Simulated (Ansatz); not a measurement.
Run report: GeSi16, geometry relaxation (part 2 of 2)

Continued. System: GeSi16 (defect cell, 17 atoms in the cell). Method: DFT PBE, scalar-relativistic, plane waves, PAW, PAW set soft_1, no spin polarisation (Ansatz 0.2.0); cutoff 420 eV, 2×2×2 k-mesh, Gaussian smearing of 0.05 eV. It belongs to a series of runs on one base structure; here: end point B relaxed.

Geometry of the input (Å; fractional positions):
```
0.0000  5.4300  5.4300
5.4300  0.0000  5.4300
5.4300  5.4300  0.0000
Si 0.0000  0.0000  0.0000
Si 0.1250  0.1250  0.1250
Si -0.0000  0.0000  0.5000
Si 0.1250  0.1250  0.6250
Si -0.0000  0.5000  0.0000
Si 0.1250  0.6250  0.1250
Si -0.0000  0.5000  0.5000
Si 0.1250  0.6250  0.6250
Si 0.5000  -0.0000  0.0000
Si 0.6250  0.1250  0.1250
Si 0.5000  0.0000  0.5000
Si 0.6250  0.1250  0.6250
Si 0.5000  0.5000  0.0000
Si 0.6250  0.6250  0.1250
Si 0.5000  0.5000  0.5000
Si 0.6250  0.6250  0.6250
Ge 0.5494  0.3156  0.3197
```

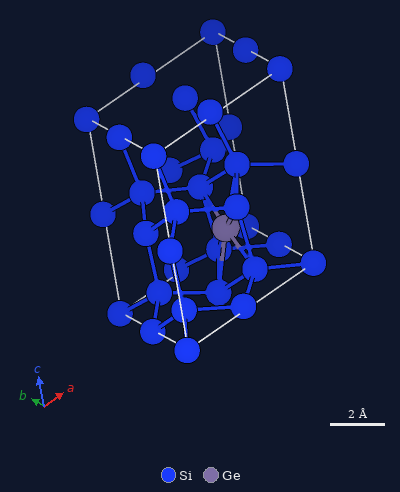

*The geometry at step 3 of the log (ball-and-stick view of the cell of the calculation, seen slightly off an axis).*

## Output, continued
```
SCF iter   1: F=—  HF=-14463.013362 eV  |F-HF|=—  |Δ(HF+E_count)|=         —  Δρ=6.93e-4  dr2=1.43e-3  ethr=2.65e-5  ⟨swp⟩=3.1  Hψ=1007  notcnv=0  defer=78
preconditioner: auto → Resta (q_TF=auto, 2.156 Å⁻¹)  ε∞=5.6  [insulator: Δε(μ)=0.143 eV  Ē_g=7.964 eV  σ=0.050 eV  W_gap=0.96  n_scr=58 (ndim 8)  ℏωp=17.1 eV  f_vac=0.000  D(μ)=1.09/eV (n_scr^D=0)  ε∞_Penn≈5.6]
SCF iter   2: F=—  HF=-14463.013190 eV  |F-HF|=—  |Δ(HF+E_count)|=   1.72e-4  Δρ=3.93e-4  dr2=3.64e-4  ethr=1.84e-6  ⟨swp⟩=1.1  Hψ=521  notcnv=0  defer=78
SCF iter   3: F=—  HF=-14463.013148 eV  |F-HF|=—  |Δ(HF+E_count)|=   4.26e-5  Δρ=5.36e-5  dr2=9.27e-6  ethr=4.67e-7  ⟨swp⟩=2.1  Hψ=625  notcnv=0  defer=78
SCF iter   4: F=—  HF=-14463.013119 eV  |F-HF|=—  |Δ(HF+E_count)|=   2.90e-5  Δρ=1.26e-5  dr2=6.12e-7  ethr=1.19e-8  ⟨swp⟩=2.0  Hψ=680  notcnv=0  defer=78
SCF iter   5: F=—  HF=-14463.013118 eV  |F-HF|=—  |Δ(HF+E_count)|=   3.01e-7  Δρ=5.76e-6  dr2=1.10e-7  ethr=1.28e-10  ⟨swp⟩=9.9  Hψ=2827  notcnv=0
SCF iter   6: F=-14463.013118 eV  HF=-14463.013118 eV  |F-HF|=9.64e-9  |Δ(HF+E_count)|=   5.47e-8  Δρ=1.66e-6  dr2=1.04e-8  ethr=1.28e-10  ⟨swp⟩=8.9  Hψ=2501  notcnv=0
SCF 6 converged in 6 iterations: F = -14463.013118 eV  dr2 = 1.04e-8
relax step   6: F+E_penalty+E_count = -14463.01311833 eV  Δ(F+E_penalty+E_count) = -7.956e-4 eV  max|allowed force component| = 1.139e-2 eV/Å  Δτ_max = 0.0210 Å  (6 SCF iters, accepted)
NSCF: frozen V_eff on 8 k-points
the band table was solved once a step of the walk had ended and its energy, with any forces and stress, was formed, with the checks that follow a solve (2729 applications of the Hamiltonian). They found nothing against the state; the energy, forces and stress were not computed again (output.eigenvalues in the input reference)
SCF converged after 6 iterations
Free energy (F): -14463.013118 eV
Harris-Foulkes:  -14463.013118 eV  (|F-HF|=9.64e-9)
Internal energy: -14463.011923 eV  (E = F + TS)
E sigma→0 (E₀):  -14463.012521 eV
Entropy (-TS):   -0.001195 eV (-0.070 meV/atom)
Fermi energy:    7.280622 eV
--- Per-component energies (eV) ---
  E_band       = -41.683334
  E_kinetic    = 755.509893
  E_local      = -3452.125536  (includes V_loc(G=0)·N_el)
  E_nonlocal   = 580.430699
  E_hartree    = 1610.879177
  E_xc         = -979.969582
  E_vxc        = -835.696153  (∫ρ·V_xc dr)
  E_paw        = -10195.360352  (= ΣΔE_a)
  E_vpaw       = -311.561426  (= ΣTr[D̂ρ^β])
  E_aug_tail   = 0.000625  (compensation charges beyond the density's cutoff)
  E_ewald      = -2782.376847
  E_smearing   = -0.001195  (= −TS)
  E_closure    = 0.000000  (closes the sum)
  Σ components = -14463.013118   (vs F -14463.013118, Δ=0.00e0)
--- Forces (eV/Å), atoms counted from 1 ---
  atom   1  Si    -0.00518070     0.00041896    -0.00043860
  atom   2  Si     0.00772310    -0.01139279    -0.00796256
  atom   3  Si    -0.00000714     0.00288746     0.00007326
  atom   4  Si    -0.00146600     0.00135181    -0.00655203
  atom   5  Si     0.00046143     0.00046148     0.00502100
  atom   6  Si    -0.00165192    -0.00726688     0.00163355
  atom   7  Si    -0.00949572     0.00847820     0.00942710
  atom   8  Si     0.00650743     0.00135263     0.00145021
  atom   9  Si    -0.00019241     0.00021602     0.00020942
  atom  10  Si     0.00369290     0.00836914     0.00612937
  atom  11  Si     0.00700001    -0.00356958     0.00166248
  atom  12  Si    -0.00550485    -0.00372416     0.00568137
  atom  13  Si     0.00625493     0.00110655    -0.00603749
  atom  14  Si    -0.00593996     0.00835699    -0.00370325
  atom  15  Si    -0.00169879    -0.00360484    -0.00681843
  atom  16  Si     0.00637337    -0.00621960    -0.00638554
  atom  17  Ge    -0.00688014     0.00278446     0.00661462
  max |Σ_I F_I| component: 5.85e-6 eV/Å
--- Band table (eV; the first three rows and the last of 8) ---
  k-point 0: bands = ["-17.2926", "-17.2926", "-17.1575", "-17.1575", "-17.1489", "-5.6998", "-3.3255", "-2.9403", "-2.9401", "-2.7874", "-2.1108", "-1.2215", "-1.0636", "-1.0635", "-0.9468", "-0.9467", "-0.7404", "-0.1232", "0.0148", "0.0149", "3.1512", "3.4330", "3.4330", "4.1392", "4.1392", "4.2849", "5.0762", "5.1391", "5.1391", "5.2253", "5.6428", "5.6429", "5.7593", "5.7593", "6.0168", "6.2618", "6.8488", "6.8726", "6.8727", "7.3588", "7.3591", "7.7090", "7.7092", "8.1953", "8.2095", "8.4003", "8.4004", "8.5579", "8.5582", "9.2608", "9.4716", "9.7887", "9.9467", "9.9469", "9.9944", "9.9946"]
  k-point 1: bands = ["-17.2926", "-17.2926", "-17.1575", "-17.1575", "-17.1489", "-5.2738", "-4.3774", "-3.0134", "-2.7376", "-2.5516", "-2.4073", "-2.3691", "-2.2485", "-0.2169", "-0.0874", "0.3132", "0.5092", "0.5983", "0.6608", "1.5451", "2.6272", "2.7057", "2.9239", "3.0678", "3.3441", "3.4462", "3.4607", "4.3590", "4.4083", "4.5336", "4.6564", "4.7467", "4.9208", "5.8622", "5.9720", "5.9818", "6.0705", "6.6566", "6.9831", "7.6688", "8.1573", "8.3082", "8.5210", "8.7257", "8.7725", "9.8586", "9.8722", "10.1409", "10.2571", "10.3790", "10.7451", "10.9331", "10.9784", "11.0270", "11.4384", "11.5411"]
  k-point 2: bands = ["-17.2926", "-17.2926", "-17.1575", "-17.1575", "-17.1489", "-5.2738", "-4.3775", "-3.0134", "-2.7375", "-2.5516", "-2.4072", "-2.3691", "-2.2484", "-0.2164", "-0.0880", "0.3132", "0.5092", "0.5982", "0.6607", "1.5450", "2.6272", "2.7057", "2.9241", "3.0679", "3.3443", "3.4464", "3.4607", "4.3591", "4.4084", "4.5335", "4.6565", "4.7467", "4.9206", "5.8625", "5.9715", "5.9818", "6.0704", "6.6568", "6.9831", "7.6685", "8.1576", "8.3082", "8.5210", "8.7256", "8.7721", "9.8589", "9.8721", "10.1409", "10.2570", "10.3790", "10.7446", "10.9335", "10.9783", "11.0268", "11.4383", "11.5414"]
  k-point 7: bands = ["-17.2926", "-17.2926", "-17.1575", "-17.1575", "-17.1489", "-5.2738", "-4.3775", "-3.0134", "-2.7375", "-2.5516", "-2.4072", "-2.3691", "-2.2484", "-0.2164", "-0.0880", "0.3132", "0.5092", "0.5982", "0.6607", "1.5450", "2.6272", "2.7057", "2.9241", "3.0679", "3.3443", "3.4464", "3.4607", "4.3591", "4.4084", "4.5335", "4.6565", "4.7467", "4.9206", "5.8625", "5.9715", "5.9818", "6.0704", "6.6568", "6.9831", "7.6685", "8.1577", "8.3082", "8.5210", "8.7256", "8.7721", "9.8589", "9.8721", "10.1409", "10.2569", "10.3790", "10.7445", "10.9335", "10.9782", "11.0268", "11.4382", "11.5414"]
--- Relaxed structure (6 steps of the walk, 6 accepted, 0 SCFs on fresh bases) ---
  F+E_penalty+E_count = -14463.01311833 eV   max|allowed force component| = 1.139e-2 eV/Å
  atoms:
    - { symbol: Si, position: [-0.014473425949044045, -0.001798209413566584, -0.0014807206893602352] }
    - { symbol: Si, position: [0.05302989056535391, 0.14884402381860862, 0.14931643836188796] }
    - { symbol: Si, position: [-0.014440077702299695, -0.0018908537225007325, 0.5182442026552676] }
    - { symbol: Si, position: [0.13739229056081795, 0.10671011626951402, 0.6281616420001309] }
    - { symbol: Si, position: [-0.014471096445076603, 0.5177858865917725, -0.001487363541321396] }
    - { symbol: Si, position: [0.1373585358246514, 0.6278291626173023, 0.10701203372855062] }
    - { symbol: Si, position: [0.0745033912607807, 0.47507326735908534, 0.475370661648031] }
    - { symbol: Si, position: [0.13739461369037592, 0.6277595301015426, 0.6281564900867376] }
    - { symbol: Si, position: [0.4321117249017798, 0.022588890262755512, 0.022719621081374375] }
    - { symbol: Si, position: [0.6137241920345993, 0.11376757532143938, 0.11376203764888843] }
    - { symbol: Si, position: [0.5094883870856257, -0.035148081254497976, 0.512820270910807] }
    - { symbol: Si, position: [0.6137619579639924, 0.11366613467211861, 0.6589049267508336] }
    - { symbol: Si, position: [0.5094733219427785, 0.5127474966214709, -0.034969274549312424] }
    - { symbol: Si, position: [0.6137267783031124, 0.6587568833838857, 0.11375487206942847] }
    - { symbol: Si, position: [0.5094893935075259, 0.5128447862004618, 0.5128263825402274] }
    - { symbol: Si, position: [0.6945322077958876, 0.6017725190375732, 0.6019344577586737] }
    - { symbol: Ge, position: [0.5567581546591394, 0.31431947213303496, 0.31462454153915614] }
```

## Trajectory as extended XYZ (Å, eV, eV/Å), 6 frames, from step=1 to step=6
```
17
Lattice="0.0000 5.4300 5.4300 5.4300 0.0000 5.4300 5.4300 5.4300 0.0000" Properties=species:S:1:pos:R:3:forces:R:3 step=1 energy=-14461.44581
Si    0.0000    0.0000    0.0000   -0.0216   0.1052   0.1040
Si    1.3575    1.3575    1.3575    0.1137  -0.1139  -0.1137
Si    2.7150    2.7150    0.0000   -0.1083   0.0308   0.1084
Si    4.0725    4.0725    1.3575    0.1044  -0.1033  -0.1011
Si    2.7150    0.0000    2.7150   -0.1043   0.1055   0.0222
Si    4.0725    1.3575    4.0725    0.1020  -0.0900  -0.1019
Si    5.4300    2.7150    2.7150   -0.1157   0.1135   0.1155
Si    6.7875    4.0725    4.0725    0.1020  -0.1035  -0.1045
Si    0.0000    2.7150    2.7150    0.2569  -0.2466  -0.2562
Si    1.3575    4.0725    4.0725   -2.6056  -0.4817  -0.4436
Si    2.7150    5.4300    2.7150   -0.7101   0.6454  -2.9879
Si    4.0725    6.7875    4.0725    0.5248   2.9131  -0.5277
Si    2.7150    2.7150    5.4300   -0.6023  -2.6972   0.5982
Si    4.0725    4.0725    6.7875    0.4461  -0.4871   2.6250
Si    5.4300    5.4300    5.4300    3.0099   0.6534   0.7140
Si    6.7875    6.7875    6.7875   -0.2742   0.2884   0.2751
Ge    3.4497    4.7188    4.6969   -0.1177  -0.5320   0.0742
17
Lattice="0.0000 5.4300 5.4300 5.4300 0.0000 5.4300 5.4300 5.4300 0.0000" Properties=species:S:1:pos:R:3:forces:R:3 step=2 energy=-14462.61485
Si   -0.0086   -0.0105   -0.0123    0.0644  -0.0359  -0.0352
Si    1.4218    1.2939    1.2932    0.1579  -0.1557  -0.1577
Si    2.7259    2.7258   -0.0108    0.0361  -0.0653  -0.0362
Si    4.0614    4.0853    1.3377   -0.0253   0.0241   0.0561
Si    2.7273   -0.0104    2.7237    0.0353  -0.0360  -0.0645
Si    4.0604    1.3404    4.0848   -0.0267   0.0549   0.0266
Si    5.3597    2.7864    2.7853   -0.1760   0.1811   0.1763
Si    6.8075    4.0852    4.0836   -0.0562   0.0240   0.0251
Si    0.0807    2.6347    2.6343   -0.0080   0.0011   0.0075
Si    1.2864    4.0381    4.0401   -0.9987  -0.2443  -0.2273
Si    2.6784    5.4634    2.6351   -0.3488   0.3340  -1.2079
Si    4.1048    6.8605    4.0400    0.2627   1.1166  -0.2640
Si    2.6792    2.6375    5.4656   -0.3064  -1.0903   0.3055
Si    4.1047    4.0381    6.8587    0.2285  -0.2467   1.0063
Si    5.5101    5.4635    5.4665    1.2164   0.3370   0.3510
Si    6.6997    6.8765    6.8754    0.0064  -0.0160  -0.0070
Ge    3.4501    4.7106    4.6959   -0.0615  -0.1829   0.0453
17
Lattice="0.0000 5.4300 5.4300 5.4300 0.0000 5.4300 5.4300 5.4300 0.0000" Properties=species:S:1:pos:R:3:forces:R:3 step=3 energy=-14462.97448
Si   -0.0069   -0.0539   -0.0557   -0.0151   0.0050   0.0002
Si    1.5234    1.1925    1.1917    0.1440  -0.1487  -0.1443
Si    2.7689    2.7245   -0.0538   -0.0021   0.0100   0.0025
Si    4.0198    4.1268    1.3336    0.0082  -0.0022  -0.0065
Si    2.7707   -0.0538    2.7220   -0.0001   0.0052   0.0147
Si    4.0181    1.3367    4.1270    0.0081  -0.0129  -0.0077
Si    5.2514    2.8950    2.8937   -0.1827   0.1772   0.1824
Si    6.8116    4.1267    4.1252    0.0060  -0.0022  -0.0078
Si    0.1779    2.5377    2.5372   -0.0720   0.0690   0.0718
Si    1.2408    3.9816    3.9846    0.0065  -0.0174  -0.0230
Si    2.6198    5.5216    2.5755   -0.0423   0.0435  -0.0520
Si    4.1606    6.9090    3.9841    0.0376   0.0144  -0.0374
Si    2.6208    2.5806    5.5240   -0.0272  -0.0299   0.0274
Si    4.1602    3.9815    6.9046    0.0243  -0.0184  -0.0052
Si    5.5698    5.5216    5.5250    0.0538   0.0446   0.0436
Si    6.5958    6.9803    6.9793    0.0926  -0.0966  -0.0928
Ge    3.4470    4.7104    4.6988   -0.0396  -0.0404   0.0342
17
Lattice="0.0000 5.4300 5.4300 5.4300 0.0000 5.4300 5.4300 5.4300 0.0000" Properties=species:S:1:pos:R:3:forces:R:3 step=4 energy=-14462.99683
Si   -0.0111   -0.0896   -0.0904   -0.1357  -0.0475  -0.0443
Si    1.6356    1.0800    1.0795   -0.1088   0.1162   0.1093
Si    2.8056    2.7269   -0.0905    0.0473   0.1340  -0.0475
Si    3.9859    4.1600    1.3353   -0.0402   0.0375  -0.1365
Si    2.8055   -0.0896    2.7262    0.0443  -0.0477   0.1356
Si    3.9863    1.3358    4.1588   -0.0412  -0.1351   0.0410
Si    5.1460    2.9995    2.9991    0.1085  -0.0991  -0.1079
Si    6.8098    4.1600    4.1592    0.1365   0.0375   0.0399
Si    0.2511    2.4659    2.4641    0.1049  -0.0998  -0.1045
Si    1.2483    3.9450    3.9447   -0.1900   0.0352   0.0340
Si    2.5853    5.5588    2.5890    0.0681  -0.0589  -0.1801
Si    4.2018    6.8991    3.9432   -0.0419   0.1883   0.0422
Si    2.5875    2.5917    5.5575    0.0567  -0.1841  -0.0564
Si    4.2004    3.9448    6.8969   -0.0344   0.0359   0.1899
Si    5.5562    5.5590    5.5598    0.1798  -0.0596  -0.0684
Si    6.5351    7.0420    7.0401   -0.1351   0.1432   0.1356
Ge    3.4205    4.7293    4.7248   -0.0188   0.0041   0.0179
17
Lattice="0.0000 5.4300 5.4300 5.4300 0.0000 5.4300 5.4300 5.4300 0.0000" Properties=species:S:1:pos:R:3:forces:R:3 step=5 energy=-14463.01232
Si   -0.0176   -0.0893   -0.0903   -0.0140  -0.0120  -0.0112
Si    1.6264    1.0887    1.0886   -0.0014   0.0043   0.0016
Si    2.8049    2.7326   -0.0899    0.0119   0.0151  -0.0120
Si    3.9882    4.1572    1.3237   -0.0100   0.0114  -0.0001
Si    2.8054   -0.0893    2.7326    0.0112  -0.0120   0.0141
Si    3.9881    1.3251    4.1569   -0.0101  -0.0007   0.0102
Si    5.1486    2.9974    2.9965    0.0221  -0.0209  -0.0221
Si    6.8214    4.1572    4.1568    0.0000   0.0114   0.0101
Si    0.2535    2.4636    2.4616   -0.0189   0.0179   0.0188
Si    1.2359    3.9483    3.9468   -0.0025  -0.0024  -0.0033
Si    2.5933    5.5530    2.5762   -0.0285   0.0302  -0.0310
Si    4.1986    6.9114    3.9465    0.0031   0.0005  -0.0030
Si    2.5933    2.5789    5.5518   -0.0284  -0.0325   0.0284
Si    4.1983    3.9483    6.9092    0.0033  -0.0023   0.0023
Si    5.5690    5.5530    5.5518    0.0309   0.0303   0.0287
Si    6.5281    7.0489    7.0471    0.0385  -0.0406  -0.0387
Ge    3.4143    4.7337    4.7309   -0.0075   0.0025   0.0072
17
Lattice="0.0000 5.4300 5.4300 5.4300 0.0000 5.4300 5.4300 5.4300 0.0000" Properties=species:S:1:pos:R:3:forces:R:3 step=6 energy=-14463.01312
Si   -0.0178   -0.0866   -0.0884   -0.0052   0.0004  -0.0004
Si    1.6190    1.0987    1.0962    0.0077  -0.0114  -0.0080
Si    2.8038    2.7357   -0.0887    0.0000   0.0029   0.0001
Si    3.9904    4.1570    1.3255   -0.0015   0.0014  -0.0066
Si    2.8035   -0.0867    2.7330    0.0005   0.0005   0.0050
Si    3.9902    1.3269    4.1550   -0.0017  -0.0073   0.0016
Si    5.1609    2.9858    2.9842   -0.0095   0.0085   0.0094
Si    6.8196    4.1569    4.1548    0.0065   0.0014   0.0014
Si    0.2460    2.4697    2.4690   -0.0002   0.0002   0.0002
Si    1.2355    3.9503    3.9503    0.0037   0.0084   0.0061
Si    2.5938    5.5511    2.5757    0.0070  -0.0036   0.0017
Si    4.1951    6.9106    3.9499   -0.0055  -0.0037   0.0057
Si    2.5943    2.5766    5.5507    0.0063   0.0011  -0.0060
Si    4.1947    3.9502    6.9096   -0.0059   0.0084  -0.0037
Si    5.5694    5.5512    5.5513   -0.0017  -0.0036  -0.0068
Si    6.5361    7.0398    7.0389    0.0064  -0.0062  -0.0064
Ge    3.4152    4.7316    4.7300   -0.0069   0.0028   0.0066
```

## Results in brief

| quantity | value |
| --- | --- |
| outcome | converged |
| electrons treated | 78 |
| free energy | −14463.0131 eV |
| Fermi energy | 7.281 eV |
| final volume | 320.21 Å³ |
| largest force (length of the vector) at the end | 0.016 eV/Å |
| hardware | 1 thread of AMD EPYC 7571, 64 GiB of memory available, shared host |
| wall time | 2.1 min |
| peak memory | 0.61 GiB |

## Notes

The k-point mesh is coarse for a cell of this size, so the results may not be converged.
